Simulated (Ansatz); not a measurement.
## Geometry relaxation, with input and output: AlN (part 2 of 3)

The same run, continued: AlN (slab, 12 atoms in the cell); DFT r2SCAN, scalar-relativistic, plane waves, PAW, no spin polarisation (Ansatz 0.2.0); cutoff 500 eV, 9×6×1 k-mesh, Gaussian smearing of 0.05 eV. The structure derives from an entry of the Crystallography Open Database. The input holds or restrains some coordinates. Forces given for the steps count only the free coordinates. It belongs to a series of runs on one base structure; here: clean slab, lower half held.

Geometry of the input (Å; fractional positions):
```
3.1067  0.0000  0.0000
0.0000  4.9784  0.0000
0.0000  0.0000  23.2777
Al 0.0000  0.9983  0.3652
N  0.0000  0.6167  0.3652
Al 0.5000  0.4983  0.4037
N  0.5000  0.1167  0.4037
Al 0.5000  0.9983  0.4807
N  0.5000  0.6167  0.4807
Al 0.0000  0.4983  0.5193
N  0.0000  0.1167  0.5193
Al 0.0000  0.9983  0.5963
N  0.0000  0.6167  0.5963
Al 0.5000  0.4983  0.6348
N  0.5000  0.1167  0.6348
```

Log, continued:
```
SCF iter   1: F=—  HF=-5565.729882 eV  |F-HF|=—  |Δ(HF+E_count)|=         —  Δρ=2.17e-3  dr2=2.74e-2  dr2_τ=3.95e-2  ethr=5.47e-4  p=-0.036 e·Å  D=-1.81e-2 V/Å  ΔV_dip=0.42 eV  dr2_dipole=2.96e-4  V_vac-E_F(+/−)=4.58/4.16 eV  ⟨swp⟩=3.0  Hψ=1669  notcnv=0  defer=108
efield: sawtooth ramp at fractional position 0.9800 (handed on by an earlier solve), width 0.0400; the density the first Hamiltonian is built on has a dipole p = -0.036 e·Å; the dipole correction subtracts the counter field D = -1.81e-2 V/Å, which shifts the + side's vacuum level by +0.42 eV against the − side's; the planar-averaged density in the ramp window peaks in size at 1.6e-7 e/Å³
preconditioner: auto → Resta (q_TF=auto, 1.950 Å⁻¹)  ε∞=2.2  [insulator: Δε(μ)=1.841 eV  Ē_g=12.274 eV  σ=0.050 eV  W_gap=1.00  n_scr=36 (ndim 8)  ℏωp=13.6 eV  f_vac=0.581  D(μ)=0.00/eV (n_scr^D=0)  ε∞_Penn≈2.2  vacuum switching on, ρ_ref=1.1e-2 e/Å³]
SCF iter   2: F=—  HF=-5565.723404 eV  |F-HF|=—  |Δ(HF+E_count)|=   6.48e-3  Δρ=8.41e-4  dr2=3.11e-3  dr2_τ=1.81e-4  ethr=5.71e-5  p=-0.028 e·Å  D=-1.41e-2 V/Å  ΔV_dip=0.33 eV  dr2_dipole=1.95e-5  V_vac-E_F(+/−)=4.49/4.16 eV  ⟨swp⟩=2.3  Hψ=1363  notcnv=0  defer=104
SCF iter   3: F=—  HF=-5565.722697 eV  |F-HF|=—  |Δ(HF+E_count)|=   7.06e-4  Δρ=3.97e-4  dr2=5.12e-4  dr2_τ=8.67e-5  ethr=6.48e-6  p=-0.032 e·Å  D=-1.62e-2 V/Å  ΔV_dip=0.38 eV  dr2_dipole=1.11e-6  V_vac-E_F(+/−)=4.53/4.16 eV  ⟨swp⟩=2.0  Hψ=1118  notcnv=0  defer=104
SCF iter   4: F=—  HF=-5565.722672 eV  |F-HF|=—  |Δ(HF+E_count)|=   2.60e-5  Δρ=1.39e-4  dr2=5.66e-5  dr2_τ=7.94e-6  ethr=2.08e-7  p=-0.032 e·Å  D=-1.62e-2 V/Å  ΔV_dip=0.38 eV  dr2_dipole=1.28e-6  V_vac-E_F(+/−)=4.54/4.16 eV  ⟨swp⟩=22.4  Hψ=8681  notcnv=0
SCF iter   5: F=-5565.722689 eV  HF=-5565.722688 eV  |F-HF|=1.56e-6  |Δ(HF+E_count)|=   1.64e-5  Δρ=4.22e-5  dr2=6.21e-6  dr2_τ=6.34e-7  ethr=1.18e-7  p=-0.033 e·Å  D=-1.65e-2 V/Å  ΔV_dip=0.38 eV  dr2_dipole=2.06e-7  V_vac-E_F(+/−)=4.54/4.16 eV  ⟨swp⟩=18.4  Hψ=7952  notcnv=0
SCF 4 converged in 5 iterations: F = -5565.722689 eV  dr2 = 6.21e-6
  greatest PAW one-centre occupation: 0.799 electrons in one spin orbital (limit 2), on the N atom at site 11 (counted from 0), in its partial waves of l = 0
relax step   4: F+E_penalty+E_count = -5565.72268946 eV  Δ(F+E_penalty+E_count) = -2.705e-2 eV  max|allowed force component| = 8.911e-2 eV/Å  Δτ_max = 0.0396 Å  (5 SCF iters, dr2 threshold 1.00e-4 eV, accepted)
SCF iter   1: F=—  HF=-5565.723937 eV  |F-HF|=—  |Δ(HF+E_count)|=         —  Δρ=5.46e-4  dr2=1.55e-3  dr2_τ=2.46e-3  ethr=6.36e-5  p=-0.033 e·Å  D=-1.65e-2 V/Å  ΔV_dip=0.38 eV  dr2_dipole=8.53e-5  V_vac-E_F(+/−)=4.54/4.16 eV  ⟨swp⟩=2.0  Hψ=1649  notcnv=0  defer=99
efield: sawtooth ramp at fractional position 0.9800 (handed on by an earlier solve), width 0.0400; the density the first Hamiltonian is built on has a dipole p = -0.033 e·Å; the dipole correction subtracts the counter field D = -1.65e-2 V/Å, which shifts the + side's vacuum level by +0.38 eV against the − side's; the planar-averaged density in the ramp window peaks in size at 1.7e-7 e/Å³
preconditioner: auto → Resta (q_TF=auto, 1.950 Å⁻¹)  ε∞=2.2  [insulator: Δε(μ)=1.839 eV  Ē_g=12.263 eV  σ=0.050 eV  W_gap=1.00  n_scr=36 (ndim 8)  ℏωp=13.6 eV  f_vac=0.580  D(μ)=0.00/eV (n_scr^D=0)  ε∞_Penn≈2.2  vacuum switching on, ρ_ref=1.1e-2 e/Å³]
SCF iter   2: F=—  HF=-5565.723554 eV  |F-HF|=—  |Δ(HF+E_count)|=   3.83e-4  Δρ=2.43e-4  dr2=2.41e-4  dr2_τ=6.55e-6  ethr=3.24e-6  p=-0.028 e·Å  D=-1.43e-2 V/Å  ΔV_dip=0.33 eV  dr2_dipole=5.85e-7  V_vac-E_F(+/−)=4.49/4.16 eV  ⟨swp⟩=2.2  Hψ=1300  notcnv=0  defer=100
SCF iter   3: F=—  HF=-5565.723505 eV  |F-HF|=—  |Δ(HF+E_count)|=   4.96e-5  Δρ=6.73e-5  dr2=1.21e-5  dr2_τ=1.96e-6  ethr=5.02e-7  p=-0.028 e·Å  D=-1.42e-2 V/Å  ΔV_dip=0.33 eV  dr2_dipole=1.19e-6  V_vac-E_F(+/−)=4.49/4.16 eV  ⟨swp⟩=2.0  Hψ=1110  notcnv=0  defer=100
SCF iter   4: F=—  HF=-5565.723486 eV  |F-HF|=—  |Δ(HF+E_count)|=   1.89e-5  Δρ=2.56e-5  dr2=1.53e-6  dr2_τ=1.78e-7  ethr=2.52e-8  p=-0.028 e·Å  D=-1.39e-2 V/Å  ΔV_dip=0.32 eV  dr2_dipole=2.58e-9  V_vac-E_F(+/−)=4.48/4.16 eV  ⟨swp⟩=2.0  Hψ=1089  notcnv=0  defer=100
SCF iter   5: F=—  HF=-5565.723486 eV  |F-HF|=—  |Δ(HF+E_count)|=   6.40e-7  Δρ=1.07e-5  dr2=4.04e-7  dr2_τ=6.08e-8  ethr=3.18e-9  p=-0.028 e·Å  D=-1.39e-2 V/Å  ΔV_dip=0.32 eV  dr2_dipole=6.25e-10  V_vac-E_F(+/−)=4.48/4.16 eV  ⟨swp⟩=2.0  Hψ=1096  notcnv=0  defer=100
SCF iter   6: F=-5565.723486 eV  HF=-5565.723486 eV  |F-HF|=4.83e-9  |Δ(HF+E_count)|=   6.94e-9  Δρ=2.40e-6  dr2=2.55e-8  dr2_τ=2.99e-9  ethr=2.08e-10  p=-0.028 e·Å  D=-1.39e-2 V/Å  ΔV_dip=0.32 eV  dr2_dipole=2.13e-9  V_vac-E_F(+/−)=4.48/4.16 eV  ⟨swp⟩=17.6  Hψ=6625  notcnv=0
SCF 5 converged in 6 iterations: F = -5565.723486 eV  dr2 = 2.55e-8
relax step   5: F+E_penalty+E_count = -5565.72348635 eV  Δ(F+E_penalty+E_count) = -7.969e-4 eV  max|allowed force component| = 9.394e-2 eV/Å  Δτ_max = 0.0105 Å  (6 SCF iters, accepted)
SCF iter   1: F=—  HF=-5565.723997 eV  |F-HF|=—  |Δ(HF+E_count)|=         —  Δρ=2.45e-4  dr2=3.06e-4  dr2_τ=3.48e-4  ethr=7.27e-6  p=-0.028 e·Å  D=-1.39e-2 V/Å  ΔV_dip=0.32 eV  dr2_dipole=6.25e-6  V_vac-E_F(+/−)=4.48/4.16 eV  ⟨swp⟩=2.0  Hψ=1655  notcnv=0  defer=88
efield: sawtooth ramp at fractional position 0.9800 (handed on by an earlier solve), width 0.0400; the density the first Hamiltonian is built on has a dipole p = -0.028 e·Å; the dipole correction subtracts the counter field D = -1.39e-2 V/Å, which shifts the + side's vacuum level by +0.32 eV against the − side's; the planar-averaged density in the ramp window peaks in size at 1.6e-7 e/Å³
preconditioner: auto → Resta (q_TF=auto, 1.950 Å⁻¹)  ε∞=2.2  [insulator: Δε(μ)=1.840 eV  Ē_g=12.258 eV  σ=0.050 eV  W_gap=1.00  n_scr=36 (ndim 8)  ℏωp=13.6 eV  f_vac=0.581  D(μ)=0.00/eV (n_scr^D=0)  ε∞_Penn≈2.2  vacuum switching on, ρ_ref=1.1e-2 e/Å³]
SCF iter   2: F=—  HF=-5565.723966 eV  |F-HF|=—  |Δ(HF+E_count)|=   3.11e-5  Δρ=1.15e-4  dr2=4.52e-5  dr2_τ=1.67e-6  ethr=6.38e-7  p=-0.029 e·Å  D=-1.45e-2 V/Å  ΔV_dip=0.34 eV  dr2_dipole=2.09e-7  V_vac-E_F(+/−)=4.49/4.16 eV  ⟨swp⟩=2.2  Hψ=1247  notcnv=0  defer=90
SCF iter   3: F=—  HF=-5565.723945 eV  |F-HF|=—  |Δ(HF+E_count)|=   2.07e-5  Δρ=4.15e-5  dr2=4.71e-6  dr2_τ=5.65e-7  ethr=9.41e-8  p=-0.029 e·Å  D=-1.47e-2 V/Å  ΔV_dip=0.34 eV  dr2_dipole=2.32e-7  V_vac-E_F(+/−)=4.50/4.16 eV  ⟨swp⟩=2.0  Hψ=1039  notcnv=0  defer=90
SCF iter   4: F=—  HF=-5565.723946 eV  |F-HF|=—  |Δ(HF+E_count)|=   9.87e-7  Δρ=1.78e-5  dr2=1.03e-6  dr2_τ=1.72e-7  ethr=9.82e-9  p=-0.030 e·Å  D=-1.49e-2 V/Å  ΔV_dip=0.35 eV  dr2_dipole=1.43e-9  V_vac-E_F(+/−)=4.50/4.16 eV  ⟨swp⟩=2.0  Hψ=1081  notcnv=0  defer=90
SCF iter   5: F=—  HF=-5565.723946 eV  |F-HF|=—  |Δ(HF+E_count)|=   5.77e-8  Δρ=5.40e-6  dr2=1.20e-7  dr2_τ=1.37e-8  ethr=2.16e-9  p=-0.030 e·Å  D=-1.49e-2 V/Å  ΔV_dip=0.35 eV  dr2_dipole=6.12e-10  V_vac-E_F(+/−)=4.50/4.16 eV  ⟨swp⟩=2.0  Hψ=1059  notcnv=0  defer=90
SCF iter   6: F=-5565.723946 eV  HF=-5565.723946 eV  |F-HF|=1.51e-9  |Δ(HF+E_count)|=   2.58e-8  Δρ=1.71e-6  dr2=1.02e-8  dr2_τ=1.49e-9  ethr=2.08e-10  p=-0.030 e·Å  D=-1.49e-2 V/Å  ΔV_dip=0.35 eV  dr2_dipole=1.54e-9  V_vac-E_F(+/−)=4.50/4.16 eV  ⟨swp⟩=17.5  Hψ=6029  notcnv=0
SCF 6 converged in 6 iterations: F = -5565.723946 eV  dr2 = 1.02e-8
relax step   6: F+E_penalty+E_count = -5565.72394594 eV  Δ(F+E_penalty+E_count) = -4.596e-4 eV  max|allowed force component| = 4.765e-3 eV/Å  Δτ_max = 0.0069 Å  (6 SCF iters, accepted)
iter 1 solved again at ethr=2.13e-11 eV; its pass at ethr=3.10e-3 eV (dr2=1.02e-8 eV) is discarded
SCF iter   1: F=—  HF=-5565.723946 eV  |F-HF|=—  |Δ(HF+E_count)|=         —  Δρ=1.71e-6  dr2=1.02e-8  dr2_τ=1.49e-9  ethr=2.13e-11  p=-0.030 e·Å  D=-1.49e-2 V/Å  ΔV_dip=0.35 eV  dr2_dipole=1.54e-9  V_vac-E_F(+/−)=4.50/4.16 eV  ⟨swp⟩=1.2  Hψ=2134  notcnv=0
efield: sawtooth ramp at fractional position 0.9800 (kept from the solve that this one continues, or follows in the run), width 0.0400; the density the first Hamiltonian is built on has a dipole p = -0.030 e·Å; the dipole correction subtracts the counter field D = -1.49e-2 V/Å, which shifts the + side's vacuum level by +0.35 eV against the − side's; the planar-averaged density in the ramp window peaks in size at 1.6e-7 e/Å³
SCF iter   2: F=-5565.723946 eV  HF=-5565.723946 eV  |F-HF|=2.85e-9  |Δ(HF+E_count)|=   3.67e-9  Δρ=6.84e-7  dr2=2.49e-9  dr2_τ=3.04e-10  ethr=2.12e-11  p=-0.030 e·Å  D=-1.49e-2 V/Å  ΔV_dip=0.35 eV  dr2_dipole=1.43e-14  V_vac-E_F(+/−)=4.50/4.16 eV  ⟨swp⟩=10.2  Hψ=4888  notcnv=0
SCF 7 converged in 2 iterations: F = -5565.723946 eV  dr2 = 2.49e-9
```

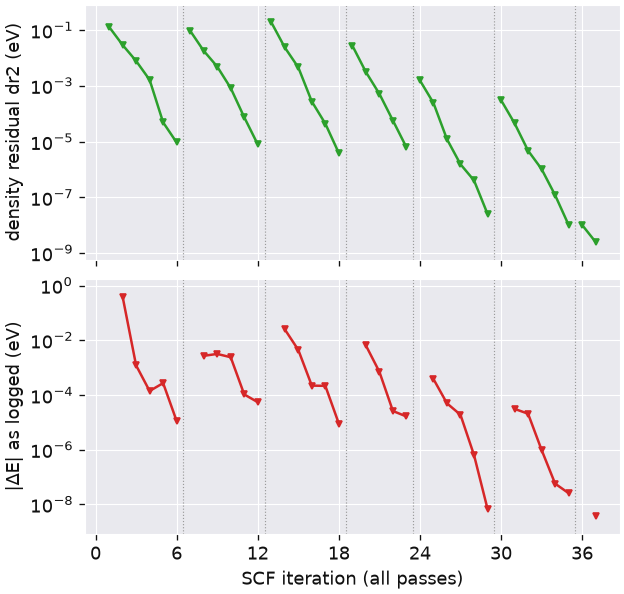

Figure 1. Convergence of the self-consistent field: density residual dr2 and size of the energy change against the SCF iteration. Dotted lines part the SCF passes that the log prints in full.

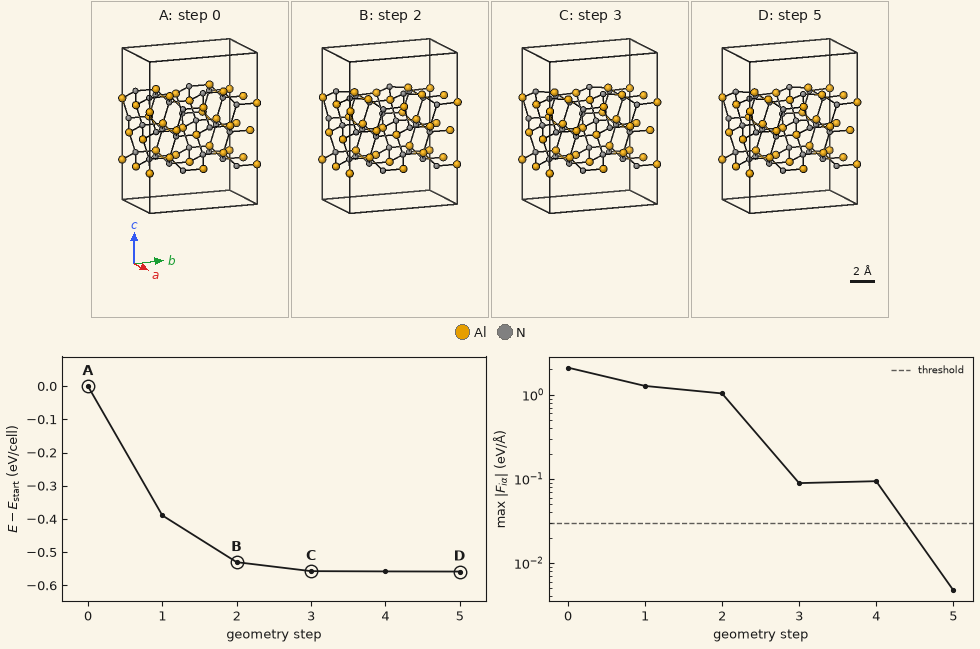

Figure 2. Frames of the restrained relaxation (ball-and-stick view of the 2 × 2 repeat of the cell, with the vacuum cut short, seen slightly off an axis) above the curves, on which the letters mark them (the first geometry is step 0 here and step 1 in the log).

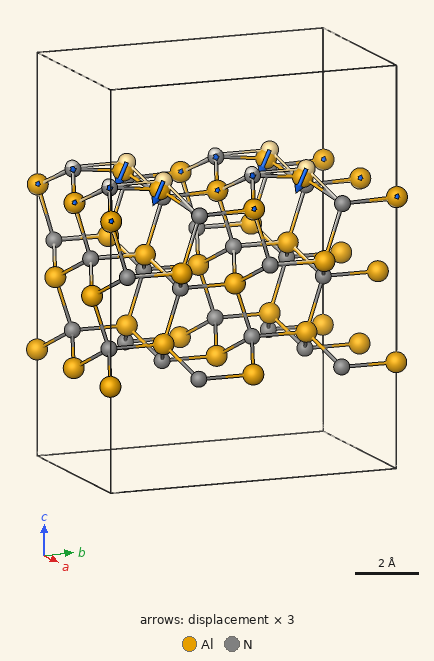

Figure 3. Start (faint) and end (solid) with the displacements as blue arrows, magnified 3 times (ball-and-stick view of the 2 × 2 repeat of the cell, with the vacuum cut short, seen slightly off an axis). The atom that moves furthest is Al11 (0.30 Å). Largest moves by element: Al 0.30 Å, N 0.08 Å. The lattice vectors keep their values. Distances before and after: Al11–N12 1.900 → 1.760 Å, N8–Al9 1.888 → 1.969 Å, Al9–N12 1.888 → 1.825 Å, Al7–N10 1.888 → 1.948 Å. Among the angles that change: Al7–N10–Al11 110.7° → 101.2°, N10–Al11–N12 108.2° → 116.1°, Al9–N12–Al9 110.7° → 116.6°. Over 5 geometry steps the energy falls by 0.558 eV per cell of the calculation. Largest force component: 2.1 eV/Å at the start, 0.0048 eV/Å at the end. (Atoms are counted from 1 in the order of the input.)

```
WARN: The output density's exchange-correlation potential varies sharply where the density is thin. Do not read a vacuum level from v_tot or v_xc, or from such a field of the output density. On a cell that repeats whose density bears no net charge and no dipole along the vacuum's axis use v_es (v_loc + v_h of the components); under efield.dipole_correction with no amplitude use v_es + v_field, which holds any external_charges[].barrier, or the levels of the report's work_function block, which leave it out; under a non-zero efield.amplitude the vacuum is tilted and has no level; on a cell that repeats and bears such a dipole with no correction it is tilted too, and efield.dipole_correction with no amplitude gives each side of its ramp a level where efield: is served; in a cell that repeats whose density bears a net charge (total_charge, or a fill off its count) it is curved and has none; of a slab under crystal.periodic whose density bears no net charge use v_es, which has a level on each side, short of where the two are joined; of another it falls or rises all the way out and has none; of a slab beside external_charges read slab_vacuum_level instead, which it has where they leave it neutral. The grid or the basis barely resolves most such structure, and the values can differ between equally converged runs; as a rule a tighter scf.convergence.dr2_threshold does not remove it. Where the density itself ripples (under the LDA too) a higher basis.ecutwfc lessens it. The files hold the spikes' plane waves up to the density's cutoff. Files: v_tot_of_output_density and the like, and their columns of v_z.tsv (output.write_potential); v_xc_of_output_density and the like, and their columns of v_comp_z.tsv (output.write_potential_components). Measured: with its Gaussian average of σ = 0.25 Å subtracted twice, the exchange-correlation potential is over 0.1 eV at 748 of the grid points where the equally averaged density (valence and model cores) is under 1e-3 e/Å³, and 0.251 eV at the most among them, at an averaged density of 3.3e-9 e/Å³. The input density's (outcome.potential() and, of a run that writes arrays, v_tot and v_xc) is over 0.1 eV, so measured, at 6 points of its own thin density, 0.144 eV at the most. See output.write_potential in the manual, Limitations
SCF converged after 2 iterations
Free energy (F): -5565.723946 eV
Harris-Foulkes:  -5565.723946 eV  (|F-HF|=2.85e-9)
Internal energy: -5565.723946 eV  (E = F + TS)
E sigma→0 (E₀):  -5565.723946 eV
Fermi energy:    0.117332 eV
Dipole field:    D = -0.014872 V/Å  (p = -0.029589 e·Å, saw-weighted, corrected)
Work function:   Φ+ = 4.5038 eV   Φ− = 4.1576 eV
Levels:          The Fermi level and band energies are counted from a zero that moves with the ramp; work functions are not
```
